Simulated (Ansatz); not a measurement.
```
CELL_PARAMETERS angstrom
5.31870 0.00000 0.00000
0.00000 5.31870 0.00000
0.00000 0.00000 5.31870
ATOMIC_POSITIONS crystal
Ni 0.74951 0.74951 0.74951
Ni 0.74951 0.25049 0.25049
Ni 0.25049 0.74951 0.25049
Ni 0.25049 0.25049 0.74951
Si 0.50000 0.50000 0.50000
Si 0.00000 0.50000 0.50000
Si 0.50000 0.00000 0.00000
Si 0.50000 0.00000 0.50000
Si 0.00000 0.50000 0.00000
Si 0.50000 0.50000 0.00000
Si 0.00000 0.00000 0.50000
```

Space group P-43m; a generated structure, not necessarily the stable one; computed without spin polarisation.

Theory: Ansatz, DFT PBEsol, scalar-relativistic, plane waves, PAW.

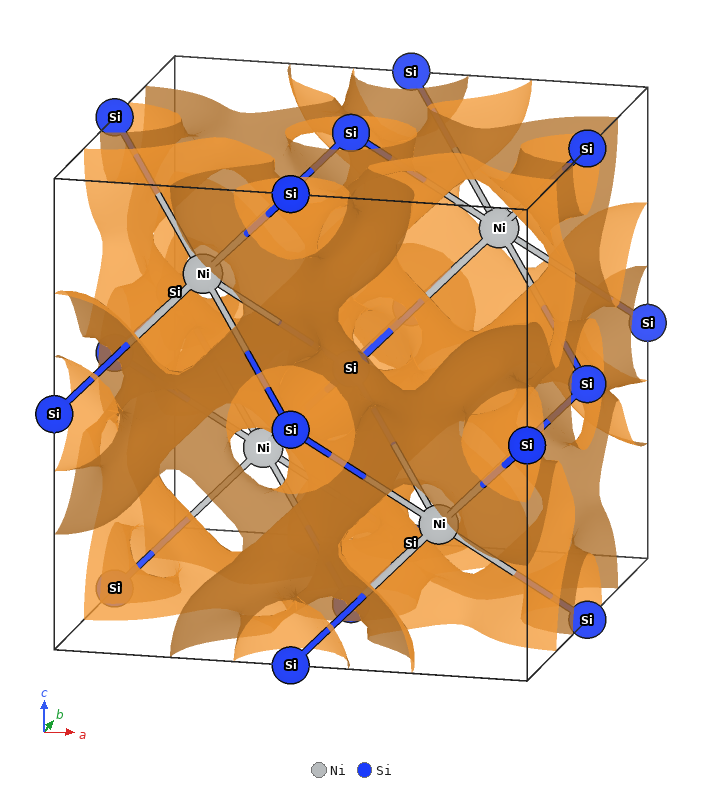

Si₇Ni₄. Isosurface of the electron localisation function at 0.55 (orange), seen slightly off an axis. Only the valence region is drawn (cores and ρ < 0.01 e/Å³ removed). Sticks mark near contacts.

In a PAW calculation such maps are meaningful between the atoms, not at the nuclei.

Q: Where are the electrons localised?

A: The surface consists of one network that runs through the whole crystal, counted in one cell of 11 atoms. Any copies at cell faces, edges or corners count once. Profiles from the grid: Si–Ni (2.30 Å): the ELF peaks at about 0.75 in the valence shell of Si, 0.9 Å from its nucleus, and is about 0.50 at the midpoint.

Q: Metal or insulator at this level of theory?

A: It is gapless in this calculation (a metal or semimetal).
